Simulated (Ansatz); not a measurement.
Geometry relaxation of Ti

Ti (2 atoms in the cell), computed with DFT, PBE, all-electron LAPW, scalar-relativistic, no spin polarisation (Ansatz 0.2.0).

It belongs to a series of runs on one base structure; here: hcp relaxed under pressure, LAPW.

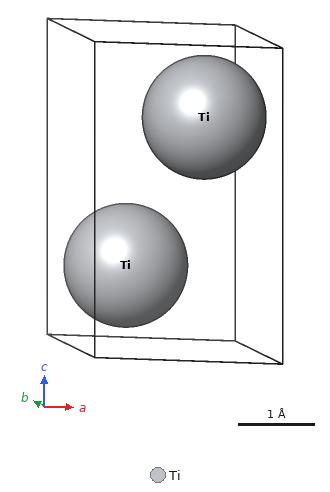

**Figure 1.** The input geometry (spheres-only view of the cell of the calculation, seen slightly off an axis).

**Input file**
```yaml
crystal:
  lattice:
    - [2.5949837598, 0.0, 0.0]
    - [-1.2974918799, 2.2473218584, 0.0]
    - [0.0, 0.0, 4.2271714689]
  atoms:
    - { symbol: Ti, position: [0.3333333333, 0.6666666667, 0.25] }
    - { symbol: Ti, position: [0.6666666667, 0.3333333333, 0.75] }
kpoints:
  mp_grid: { grid: [17, 17, 9] }
scf:
  occupations: { method: fermi_dirac, width: 0.1 }
hamiltonian:
  xc: pbe
  pseudopotentials: { kind: all_electron, lapw: { basis_error: 0.0005 } }
output:
  forces: true
  stress: true
  eigenvalues: true
relax:
  f_tol: 0.005
  max_steps: 12
  cell: { p_target: 68.0, stress_tol: 0.034 }
```

Run on 1 thread of Arm Neoverse V1, 24 GiB of memory available, shared host.

Run as:
```bash
ansatz run input.yaml --threads 1 --pin off --max-ram 3584MiB --backend cpu --events-out ev --progress --plain --runs-dir out
```

**Log**
```
The last accepted step is kept in [file] (removed where the run ends without a failure and the disk answers)
LAPW: plane waves up to 9.114 Å⁻¹, error target 5.0e-4 eV per atom; small_component_spin mean_spin; Ti in spheres of 1.257 Å, 18 of its electrons in bands, Dirac shells [] (how accurate: hamiltonian.pseudopotentials.lapw.basis_error, Limitations)
Engine: ansatz 0.2.0, aarch64-unknown-linux-gnu
Pseudopotentials: kind: all_electron
Pseudopotential: Ti, LAPW, valence charge 18, lapw/all_electron/scalar/gaussian/Ti, Koelling and Harmon's equation, gaussian nucleus
Functional definition: PBE
  parameter kappa = 0.804
  parameter beta = 0.06672455060314922
  exchange = pbe_x(kappa = kappa, mu = beta*pi^2/3)
  correlation = pbe_c(beta = beta)
Crystal: 2 atoms, lattice volume = 24.652 Å³
Basis set: ecut = 316.48322448132853 eV, 313 PW (Γ), exchange–correlation at level 2
Bands: 22, of which v1, the nominal top of the filled ones, is band 18 counted from 1 (17 counted from 0)
Symmetry: 24 space group operations
Space group: P63/mmc (ITA 194), of the structure as read, at distance tolerance 2.9e-5 Å
k-points: 165 of 2601
Non-local potential: Ti, projectors of the file, none
Initial density: superposition of atomic densities (chi_scale 0.1, normalization cell)
Initial wavefunctions: plane waves of lowest kinetic energy (no species holds an atomic orbital)
Functional: x = pbe(κ = 0.804, μ = 0.2195149727645171), c = pbe(β = 0.06672455060314922)
iter 1 solved again at ethr=3.69e-4 eV; its pass at ethr=1.00e-1 eV (dr2=1.33e-1 eV) is discarded
SCF iter   1: F=—  HF=-46465.221317 eV  |F-HF|=—  |Δ(HF+E_count)|=         —  Δρ=3.02e-2  dr2=1.34e-1  ethr=3.69e-4  ⟨swp⟩=2.8  Hψ=23753  notcnv=0
preconditioner: auto → none  [metal: Δε(μ)=0.022 eV  Ē_g=21.817 eV  σ=0.100 eV  W_gap=0.05  n_scr=8 (ndim 8)  ℏωp=33.4 eV  f_vac=0.000  D(μ)=1.59/eV (n_scr^D=22)  sad-step TF]
SCF iter   2: F=—  HF=-46465.004352 eV  |F-HF|=—  |Δ(HF+E_count)|=   2.17e-1  Δρ=1.33e-2  dr2=3.14e-2  ethr=3.69e-4  ⟨swp⟩=3.0  Hψ=12628  notcnv=0
SCF iter   3: F=—  HF=-46465.001675 eV  |F-HF|=—  |Δ(HF+E_count)|=         —  Δρ=6.38e-3  dr2=6.87e-3  ethr=8.72e-5  ⟨swp⟩=2.0  Hψ=11594  notcnv=0
the basis was enlarged: its passes take 154.2 KiB over the memory plan, 1 of 1 planned eigensolver slots
iter 4 solved again at ethr=3.28e-8 eV; its pass at ethr=1.91e-5 eV (dr2=1.18e-5 eV) is discarded
SCF iter   4: F=—  HF=-46465.001641 eV  |F-HF|=—  |Δ(HF+E_count)|=   3.39e-5  Δρ=2.53e-4  dr2=1.17e-5  ethr=3.28e-8  ⟨swp⟩=2.9  Hψ=19591  notcnv=0
SCF iter   5: F=—  HF=-46465.001643 eV  |F-HF|=—  |Δ(HF+E_count)|=   1.34e-6  Δρ=3.09e-5  dr2=1.63e-7  ethr=3.26e-8  ⟨swp⟩=3.0  Hψ=12073  notcnv=0
SCF iter   6: F=-46465.001643 eV  HF=-46465.001643 eV  |F-HF|=6.69e-10  |Δ(HF+E_count)|=   4.88e-8  Δρ=3.86e-6  dr2=1.55e-9  ethr=4.52e-10  ⟨swp⟩=2.6  Hψ=11786  notcnv=0
SCF 1 converged in 6 iterations: F = -46465.001643 eV  dr2 = 1.55e-9
relax step   1: F+E_penalty+E_count = -46465.00164263 eV  Δ(F+E_penalty+E_count) = +0.000e0 eV  max|allowed force component| = 3.701e-17 eV/Å  Δτ_max = 0.0000 Å  P = +67.939 GPa  Ω = 24.652 Å³  (6 SCF iters, accepted)
Crystal: 2 atoms, lattice volume = 24.646 Å³
Basis set: ecut = 316.5372050317973 eV, 313 PW (Γ), exchange–correlation at level 2
Initial density: handed on by an earlier stage of this run
Initial wavefunctions: those handed on with the density
iter 1 solved again at ethr=1.04e-11 eV; its pass at ethr=1.00e-1 eV (dr2=3.75e-9 eV) is discarded
SCF iter   1: F=—  HF=-46464.998967 eV  |F-HF|=—  |Δ(HF+E_count)|=         —  Δρ=6.69e-6  dr2=4.94e-9  ethr=1.04e-11  ⟨swp⟩=5.0  Hψ=22584  notcnv=0
preconditioner: auto → none  [metal: Δε(μ)=0.015 eV  Ē_g=21.942 eV  σ=0.100 eV  W_gap=0.04  n_scr=8 (ndim 8)  ℏωp=33.4 eV  f_vac=0.000  D(μ)=1.78/eV (n_scr^D=22)]
SCF iter   2: F=-46464.998967 eV  HF=-46464.998967 eV  |F-HF|=3.64e-10  |Δ(HF+E_count)|=   6.24e-7  Δρ=2.46e-6  dr2=5.84e-10  ethr=1.04e-11  ⟨swp⟩=3.0  Hψ=13781  notcnv=0
SCF 2 converged in 2 iterations: F = -46464.998967 eV  dr2 = 5.84e-10
relax step   2: F+E_penalty+E_count = -46464.99896724 eV  Δ(F+E_penalty+E_count) = +2.675e-3 eV  max|allowed force component| = 1.480e-16 eV/Å  Δτ_max = 0.0000 Å  P = +68.016 GPa  Ω = 24.646 Å³  (2 SCF iters, accepted)
iter 1 solved again at ethr=1.62e-12 eV; its pass at ethr=1.00e-1 eV (dr2=5.82e-10 eV) is discarded
SCF iter   1: F=—  HF=-46464.998967 eV  |F-HF|=—  |Δ(HF+E_count)|=         —  Δρ=2.46e-6  dr2=5.82e-10  ethr=6.02e-12 (applied; sched 1.62e-12)  ⟨swp⟩=3.0  Hψ=19470  notcnv=0
SCF iter   2: F=-46464.998967 eV  HF=-46464.998967 eV  |F-HF|=7.28e-11  |Δ(HF+E_count)|=   6.32e-7  Δρ=1.27e-6  dr2=1.37e-10  ethr=8.24e-12 (applied; sched 1.62e-12)  ⟨swp⟩=3.0  Hψ=13770  notcnv=0
SCF 3 converged in 2 iterations: F = -46464.998967 eV  dr2 = 1.37e-10
relax step   3: F+E_penalty+E_count = -46464.99896725 eV  Δ(F+E_penalty+E_count) = -9.160e-9 eV  max|allowed force component| = 1.480e-16 eV/Å  Δτ_max = 0.0000 Å  P = +68.016 GPa  Ω = 24.646 Å³  stress off target by 1.67e-2 GPa  SCF on the basis re-selected at this cell (its energy is not comparable with the rows above)  (2 SCF iters)
```

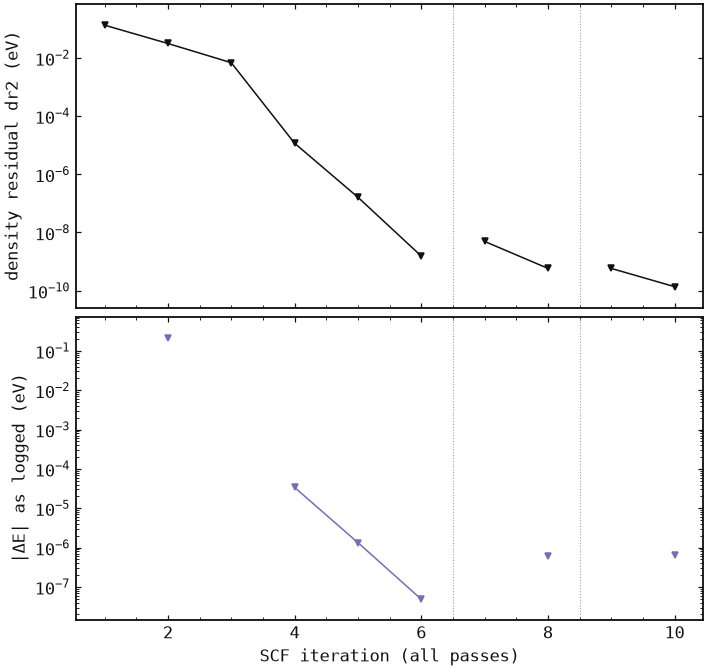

**Figure 2.** Convergence of the self-consistent field: density residual dr2 and size of the energy change against the SCF iteration. The dotted lines part the SCF passes of the relaxation: geometry steps, rejected trials and re-solves on a re-selected basis. The passes take 6, 2 and 2 iterations.

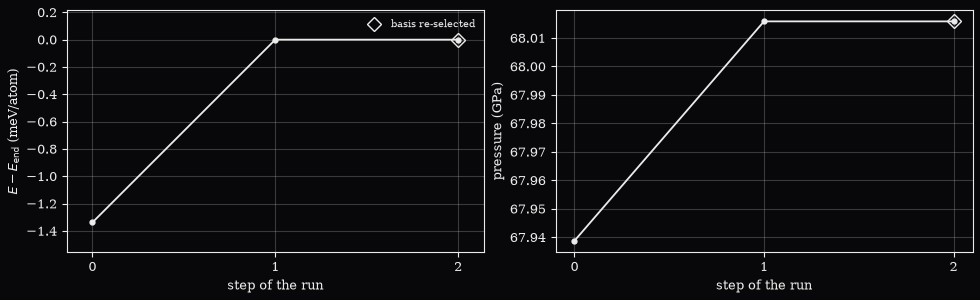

**Figure 3.** Progress of the relaxation, step by step (the first geometry is step 0 here and step 1 in the log). No atom moves by more than 0.005 Å. The cell stays as it was. The space group stays P6_3/mmc (No. 194). After 1 geometry step the energy has risen by 1.3 meV per atom. All forces vanish by symmetry, so only the cell relaxes. The pressure goes from 67.94 to 68.02 GPa. A last SCF at the same geometry on a re-selected plane-wave basis shifts the energy by next to nothing (0.0 meV per atom). (Atoms are counted from 1 in the order of the input.)

```
basis re-selected at this cell: Δ(F+E_penalty+E_count) = -9.160e-9 eV, ΔP = -0.000 GPa vs the last step (what re-selecting the basis moved, after the strain that the cell walked since its last selection, with what the two solves' SCF thresholds leave and, on support functions, any second-order correction that the steps lacked; it is no measure of the basis error at this ecutwfc). This SCF's stress stands 1.67e-2 GPa from its target on what of the cell is left free (relax.cell.stress_tol is 3.40e-2 GPa) and its largest allowed force component is 1.48e-16 eV/Å (relax.f_tol is 5.00e-3 eV/Å): within both
SCF converged after 2 iterations
Free energy (F): -46464.998967 eV
Harris-Foulkes:  -46464.998967 eV  (|F-HF|=7.28e-11)
Internal energy: -46464.939206 eV  (E = F + TS)
E sigma→0 (E₀):  -46464.969087 eV
Entropy (-TS):   -0.059761 eV (-29.881 meV/atom)
Fermi energy:    20.252409 eV
--- Per-component energies (eV) ---
  E_band       = -5144.128551
  E_kinetic    = 46944.160881
  E_xc         = -2304.868238
  E_electrostatic = -91104.231849  (all electrons and nuclei)
  E_smearing   = -0.059761  (= −TS)
  E_closure    = 0.000000  (closes the sum)
  E_atoms      = -46453.242101  (free atoms, spherical and without spin; not in F)
  Σ components = -46464.998967   (vs F -46464.998967, Δ=0.00e0)
  Basis errors (estimates in eV, not in F): energy 6.8e-5 per atom: plane waves 5.0e-5 (2.7e-5 summed), levels above the bands 1.7e-12, relativity 1.0e-8, radial functions 1.7e-5, core shells 1.1e-7; eigenvalues (radial functions only) 1.4e-7; not estimated: angular momenta, meshes, grids; target (lapw.basis_error) 5.0e-4; muffin-tin radii Ti 1.256 Å
--- Forces (eV/Å), atoms counted from 1 ---
  atom   1  Ti     0.00000000    -0.00000000     0.00000000
  atom   2  Ti     0.00000000     0.00000000     0.00000000
  max |Σ_I F_I| component: 0.00e0 eV/Å
--- Stress (GPa, compression-positive) ---
       68.015408       0.000000       0.000000
        0.000000      68.015408       0.000000
        0.000000       0.000000      68.016715
  P = ⅓ Tr σ = 68.0158 GPa (680.158 kbar)
--- Band table (eV; the first three rows and the last of 165) ---
  k-point 0: bands = ["-416.8280", "-416.8280", "-416.7980", "-416.7980", "-416.7980", "-416.7980", "-36.1280", "-35.6553", "-13.2552", "-11.5093", "-11.5093", "-11.3246", "-11.2782", "-11.2782", "13.6944", "16.6931", "21.1084", "21.1940", "21.1940", "21.9360", "21.9360", "22.2160"]
  k-point 1: bands = ["-416.8280", "-416.8280", "-416.7980", "-416.7980", "-416.7980", "-416.7980", "-36.1143", "-35.6701", "-13.2007", "-11.5024", "-11.5024", "-11.3873", "-11.2852", "-11.2852", "13.8354", "16.7089", "21.0272", "21.1397", "21.1397", "21.8583", "21.8583", "21.9395"]
  k-point 2: bands = ["-416.8280", "-416.8280", "-416.7980", "-416.7980", "-416.7980", "-416.7980", "-36.0747", "-35.7127", "-13.0426", "-11.5661", "-11.4826", "-11.4826", "-11.3055", "-11.3055", "14.2407", "16.7192", "20.8062", "21.0466", "21.0466", "21.2831", "21.6613", "21.6613"]
  k-point 164: bands = ["-416.8280", "-416.8280", "-416.7980", "-416.7980", "-416.7980", "-416.7980", "-35.5508", "-35.5452", "-12.8259", "-12.8103", "-12.4325", "-12.3313", "-11.6396", "-11.6219", "18.1438", "18.3753", "18.8525", "18.8919", "20.3410", "20.3737", "22.3945", "22.7304"]
--- Relaxed structure (2 steps of the walk, 2 accepted, 1 SCFs on fresh bases) ---
  F+E_penalty+E_count = -46464.99896725 eV   max|allowed force component| = 1.480e-16 eV/Å   (the final SCF, on the basis selected at the relaxed cell)
  cell:  # Å, volume = 24.6456 Å³
    - [2.5947836694069526, 0.0, 0.0]
    - [-1.2973918347034763, 2.2471485750314235, 0.0]
    - [0.0, 0.0, 4.226741990759256]
  atoms:
    - { symbol: Ti, position: [0.3333333333333333, 0.6666666666666666, 0.25] }
    - { symbol: Ti, position: [0.6666666666666666, 0.3333333333333333, 0.75] }
```

**Trajectory as extended XYZ (Å, eV, eV/Å), 3 frames, from step=1 to step=3**
```
2
Lattice="2.5950 0.0000 0.0000 -1.2975 2.2473 0.0000 0.0000 0.0000 4.2272" Properties=species:S:1:pos:R:3:forces:R:3 step=1 energy=-46465.00164 pressure_GPa=67.94
Ti    0.0000    1.4982    1.0568    0.0000   0.0000   0.0000
Ti    1.2975    0.7491    3.1704    0.0000   0.0000   0.0000
2
Lattice="2.5948 0.0000 0.0000 -1.2974 2.2471 0.0000 0.0000 0.0000 4.2267" Properties=species:S:1:pos:R:3:forces:R:3 step=2 energy=-46464.99897 pressure_GPa=68.02
Ti    0.0000    1.4981    1.0567    0.0000   0.0000   0.0000
Ti    1.2974    0.7490    3.1701    0.0000   0.0000   0.0000
2
Lattice="2.5948 0.0000 0.0000 -1.2974 2.2471 0.0000 0.0000 0.0000 4.2267" Properties=species:S:1:pos:R:3:forces:R:3 step=3 energy=-46464.99897 pressure_GPa=68.02
Ti    0.0000    1.4981    1.0567    0.0000   0.0000   0.0000
Ti    1.2974    0.7490    3.1701    0.0000   0.0000   0.0000
```

**Summary**

| quantity | value |
| --- | --- |
| outcome | converged |
| space group (tolerance 0.01 Å) | P6₃/mmc (194) |
| electrons in bands (core shells apart) | 36 |
| free energy | −46464.9990 eV |
| Fermi energy | 20.252 eV |
| pressure | 68.02 GPa |
| final volume | 24.65 Å³ |
| largest force (length of the vector) at the end | under 0.001 eV/Å |
| final cell | a = 2.595 Å, b = 2.595 Å, c = 4.227 Å, α = 90.00°, β = 90.00°, γ = 120.00° |
| wall time | 65 s |
| peak memory | 0.54 GiB |

The cell was relaxed to the target pressure of the input; what is minimised is then the enthalpy E + pV.
